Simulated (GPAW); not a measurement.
# free-standing square Nb monolayer, spacing 3.288 A: a ladder in the smearing, part 2 of 2

Wanted: the cheapest choice of the smearing that holds the magnetic results of free-standing square Nb monolayer, spacing 3.288 A.

GPAW 26.7.0; PBE; plane waves with GPAW's PAW setups, scalar-relativistic.

So far, largest spin moment in the augmentation sphere (μB): step 2 (rung 1 (width 0.4 eV), start ferro +) 0.769; step 4 (rung 2 (width 0.2 eV), start ferro +) 1.53; step 5 (rung 2 (width 0.2 eV), start antiferro q=(0,1/2,0) +-) 1.74; step 6 (rung 3 (width 0.1 eV), start ferro +) 1.66; step 7 (rung 3 (width 0.1 eV), start antiferro q=(0,1/2,0) +-) 1.79.

## 8. Rung 4 (width 0.05 eV), start ferro +

order1.py reads:

```python
import json
import numpy as np
from ase import Atoms
from ase.parallel import paropen, parprint
from gpaw import GPAW

atoms = Atoms(['Nb'],
    cell=[[3.288, 0.0, 0.0],
         [0.0, 3.288, 0.0],
         [0.0, 0.0, 14.0]],
    scaled_positions=[[0.0, 0.0, 0.5]],
    pbc=True,
    magmoms=[1.0])
atoms.calc = GPAW(mode={'name': 'pw', 'ecut': 550},
    xc='PBE',
    kpts={'size': (8, 8, 1), 'gamma': True},
    occupations={'name': 'fermi-dirac', 'width': 0.05},
    convergence={'density': 1e-05, 'energy': 1e-05},
    maxiter=200,
    symmetry={'tolerance': 1e-4},
    txt='order1.txt')
e = atoms.get_potential_energy(force_consistent=True)
res = {'free_energy': e, 'energy_sigma0': atoms.get_potential_energy(), 'fermi_energy': atoms.calc.get_fermi_level()}
res['moments'] = atoms.get_magnetic_moments().tolist()
res['total'] = atoms.get_magnetic_moment()
parprint('site moments (muB):', np.round(res['moments'], 3))
parprint(f"total moment: {res['total']:.3f} muB")
parprint(f'free energy: {e:.6f} eV')
atoms.calc.write('order1.gpw')
with paropen('results.json', 'w') as f:
    json.dump(res, f)
```

Run with:

```bash
> OMP_NUM_THREADS=1 python3 order1.py > order1.log
```

The log of the run:

```text
site moments (muB): [1.673]
total moment: 2.793 muB
free energy: -5.986665 eV

--- order1.txt ---
Input parameters:
  mode=PW(ecut=550),
  convergence={'density': 1e-05, 'energy': 1e-05},
  kpts=MonkhorstPack(size=(8, 8, 1), gamma=True),
  maxiter=200,
  occupations=Occupations(name='fermi-dirac', width=0.05),
  symmetry=Symmetry(tolerance=0.0001),
  xc=XC(name='PBE')

Diagonalizing LCAO Hamiltonian
[...]
|          3 |       -33.883 |     1.000 |       -32.637 |     1.000 |
|          4 |        -5.733 |     1.000 |        -4.800 |     1.000 |
[...]
|          9 |        -1.405 |     0.000 |         0.443 |     0.000 |
|         10 |        -0.228 |     0.000 |         0.814 |     0.000 |
|         11 |         1.592 |     0.000 |         2.056 |     0.000 |
|         12 |         2.595 |     0.000 |         3.176 |     0.000 |

No gap
No difference between direct/indirect transitions


[key lines of the parts left out:]
Free energy:      -5.986665
Converged in 18 steps
dipole moment: (-11.989585, -11.989585, 0.000001)  # |e|*Ang
Fermi level: -2.210
```

The job ended after 25 s (1 MPI rank of Intel Xeon 6975P-C (Granite Rapids), shared host; peak memory 0.23 GiB).

Read from the output:

| Property | Result |
| --- | --- |
| magnetization | 2.793 μB |
| final state | ferromagnetic |
| largest moment | 1.673 μB |

The largest moment moves by +0.02 μB from rung 3, at 1.0 times its CPU time.

## 9. Rung 4 (width 0.05 eV), start antiferro q=(0,1/2,0) +-

order2.py reads:

```python
import json
import numpy as np
from ase import Atoms
from ase.parallel import paropen, parprint
from gpaw import GPAW

atoms = Atoms(['Nb', 'Nb'],
    cell=[[3.288, 0.0, 0.0],
         [0.0, 6.576, 0.0],
         [0.0, 0.0, 14.0]],
    scaled_positions=[[0.0, 0.0, 0.5],
         [0.0, 0.5, 0.5]],
    pbc=True,
    magmoms=[1.0, -1.0])
atoms.calc = GPAW(mode={'name': 'pw', 'ecut': 550},
    xc='PBE',
    kpts={'size': (8, 4, 1), 'gamma': True},
    occupations={'name': 'fermi-dirac', 'width': 0.05},
    convergence={'density': 1e-05, 'energy': 1e-05},
    maxiter=200,
    symmetry={'tolerance': 1e-4},
    txt='order2.txt')
e = atoms.get_potential_energy(force_consistent=True)
res = {'free_energy': e, 'energy_sigma0': atoms.get_potential_energy(), 'fermi_energy': atoms.calc.get_fermi_level()}
res['moments'] = atoms.get_magnetic_moments().tolist()
res['total'] = atoms.get_magnetic_moment()
parprint('site moments (muB):', np.round(res['moments'], 3))
parprint(f"total moment: {res['total']:.3f} muB")
parprint(f'free energy: {e:.6f} eV')
atoms.calc.write('order2.gpw')
with paropen('results.json', 'w') as f:
    json.dump(res, f)
```

Run with:

```bash
> OMP_NUM_THREADS=1 python3 order2.py > order2.log
```

The log of the run:

```text
site moments (muB): [ 1.801 -1.801]
total moment: 0.000 muB
free energy: -12.106736 eV

--- order2.txt ---
Input parameters:
  mode=PW(ecut=550),
  convergence={'density': 1e-05, 'energy': 1e-05},
  kpts=MonkhorstPack(size=(8, 4, 1), gamma=True),
  maxiter=200,
  occupations=Occupations(name='fermi-dirac', width=0.05),
  symmetry=Symmetry(tolerance=0.0001),
  xc=XC(name='PBE')

Diagonalizing LCAO Hamiltonian
[...]
|          7 |       -32.388 |     1.000 |       -32.388 |     1.000 |
|          8 |        -5.379 |     1.000 |        -5.379 |     1.000 |
[...]
|         16 |        -0.967 |     0.000 |        -0.967 |     0.000 |
|         17 |        -0.648 |     0.000 |        -0.648 |     0.000 |
|         18 |         0.035 |     0.000 |         0.035 |     0.000 |
|         19 |         0.613 |     0.000 |         0.613 |     0.000 |

No gap
No difference between direct/indirect transitions


[key lines of the parts left out:]
Free energy:     -12.106736
Converged in 19 steps
dipole moment: (-23.963410, -23.963409, 0.000003)  # |e|*Ang
Fermi level: -2.184
```

It took 77 s on 1 MPI rank; peak memory 0.38 GiB.

Numbers from this step:

```
magnetization  : 0 μB
final state    : antiferromagnetic
largest moment : 1.801 μB
```

This start lies -66.7 meV a seeded atom from the first, a change of +2.7 meV since rung 3; its largest moment is 1.80 μB.

## 10. Rung 5 (width 0.02 eV), start ferro +

order1.py is the script of step 8 with these lines changed:

```diff
@@ -16,3 +16,3 @@
     kpts={'size': (8, 8, 1), 'gamma': True},
-    occupations={'name': 'fermi-dirac', 'width': 0.05},
+    occupations={'name': 'fermi-dirac', 'width': 0.02},
     convergence={'density': 1e-05, 'energy': 1e-05},
```

Run with:

```bash
> OMP_NUM_THREADS=1 python3 order1.py > order1.log
```

The log of the run:

```text
site moments (muB): [1.719]
total moment: 2.861 muB
free energy: -5.976765 eV

--- order1.txt ---
Input parameters:
  mode=PW(ecut=550),
  convergence={'density': 1e-05, 'energy': 1e-05},
  kpts=MonkhorstPack(size=(8, 8, 1), gamma=True),
  maxiter=200,
  occupations=Occupations(name='fermi-dirac', width=0.02),
  symmetry=Symmetry(tolerance=0.0001),
  xc=XC(name='PBE')

Diagonalizing LCAO Hamiltonian
[...]
|          3 |       -33.904 |     1.000 |       -32.613 |     1.000 |
|          4 |        -5.749 |     1.000 |        -4.777 |     1.000 |
[...]
|          9 |        -1.420 |     0.000 |         0.470 |     0.000 |
|         10 |        -0.242 |     0.000 |         0.822 |     0.000 |
|         11 |         1.593 |     0.000 |         2.053 |     0.000 |
|         12 |         2.595 |     0.000 |         3.175 |     0.000 |

No gap
No difference between direct/indirect transitions


[key lines of the parts left out:]
Free energy:      -5.976765
Converged in 24 steps
dipole moment: (-11.988536, -11.988536, 0.000001)  # |e|*Ang
Fermi level: -2.232
```

Elapsed: 33 s, on 1 MPI rank; peak memory 0.23 GiB.

Numbers from this step:

```
magnetization  : 2.861 μB
final state    : ferromagnetic
largest moment : 1.719 μB
```

The largest moment moves by +0.05 μB from rung 4, at 1.3 times its CPU time.

## 11. Rung 5 (width 0.02 eV), start antiferro q=(0,1/2,0) +-

order2.py is the script of step 9 with these lines changed:

```diff
@@ -17,3 +17,3 @@
     kpts={'size': (8, 4, 1), 'gamma': True},
-    occupations={'name': 'fermi-dirac', 'width': 0.05},
+    occupations={'name': 'fermi-dirac', 'width': 0.02},
     convergence={'density': 1e-05, 'energy': 1e-05},
```

Run with:

```bash
> OMP_NUM_THREADS=1 python3 order2.py > order2.log
```

The log of the run:

```text
site moments (muB): [ 1.802 -1.802]
total moment: 0.000 muB
free energy: -12.088122 eV

--- order2.txt ---
Input parameters:
  mode=PW(ecut=550),
  convergence={'density': 1e-05, 'energy': 1e-05},
  kpts=MonkhorstPack(size=(8, 4, 1), gamma=True),
  maxiter=200,
  occupations=Occupations(name='fermi-dirac', width=0.02),
  symmetry=Symmetry(tolerance=0.0001),
  xc=XC(name='PBE')

Diagonalizing LCAO Hamiltonian
[...]
|          7 |       -32.384 |     1.000 |       -32.384 |     1.000 |
|          8 |        -5.381 |     1.000 |        -5.381 |     1.000 |
[...]
|         16 |        -0.965 |     0.000 |        -0.965 |     0.000 |
|         17 |        -0.653 |     0.000 |        -0.653 |     0.000 |
|         18 |         0.050 |     0.000 |         0.050 |     0.000 |
|         19 |         0.610 |     0.000 |         0.610 |     0.000 |

No gap
No difference between direct/indirect transitions


[key lines of the parts left out:]
Free energy:     -12.088122
Converged in 18 steps
dipole moment: (-23.963393, -23.963392, 0.000003)  # |e|*Ang
Fermi level: -2.190
```

Elapsed: 70 s, on 1 MPI rank; peak memory 0.37 GiB.

This step gave:

| Property | Result |
| --- | --- |
| magnetization | 0 μB |
| final state | antiferromagnetic |
| largest moment | 1.802 μB |

This start lies -67.3 meV a seeded atom from the first, a change of -0.6 meV since rung 4; its largest moment is 1.80 μB.

## 12. The rungs together

Ladder, by row:

```csv
rung,smearing (eV),state from the first start,state from the second start,second less first (meV a seeded atom),"moment, first (μB)","moment, second (μB)",CPU time (s)
1,0.4,ferromagnetic,antiferromagnetic,-36.76,0.7693,1.267,123.8
2,0.2,ferromagnetic,antiferromagnetic,-81.6,1.53,1.739,101.1
3,0.1,ferromagnetic,antiferromagnetic,-69.44,1.657,1.792,95.24
4,0.05,ferromagnetic,antiferromagnetic,-66.7,1.673,1.801,101.6
5,0.02,ferromagnetic,antiferromagnetic,-67.3,1.719,1.802,103.4
```

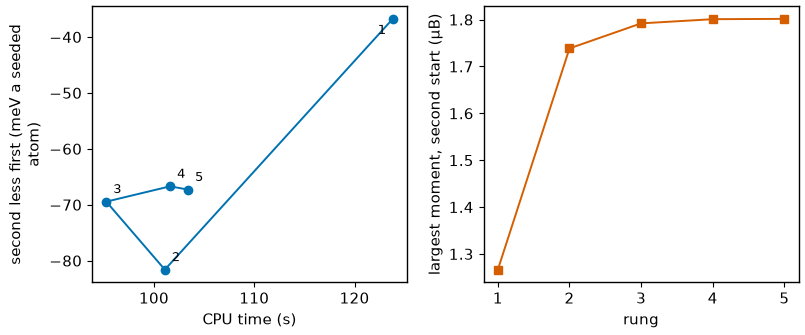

Result against cost, rungs numbered as in the table, and the moment by rung.

## 13. Summary of results

* range of the moment in the table, second start: 1.27 to 1.80 μB
* range of CPU time: 95 s to 2.1 min
* range of the energy difference: -81.6 to -36.8 meV a seeded atom
* first rung from which all stay within 3.4 meV of the last: 3

In words: From rung 3 on the result stays within 2.1 meV of the last rung, inside the margin of 3.4 meV set for it, at 92 % of the last rung's cost. The second start ends lower on every rung of the table; whether functional and cell give the true order is another question. The mesh stays the same, and a narrow smearing needs a finer one, so the last rung is no sure reference.

[Logs and program files are shortened in this print: banners, set-up blocks, solver, clock and traceback lines can be left out without a mark of their own.]

[Logs are printed without paths, hosts, clocks, repeated set-up lines and the standing remarks that a program may print on its own settings, such as how far it seeks lower states.]

[Hosts, paths, dates, database ids (printed as entryN), source tags and the programs' standing remarks are cut or masked in the printed files.]

[Where a cell is said to come from a database of computed structures, the database is the Materials Project.]
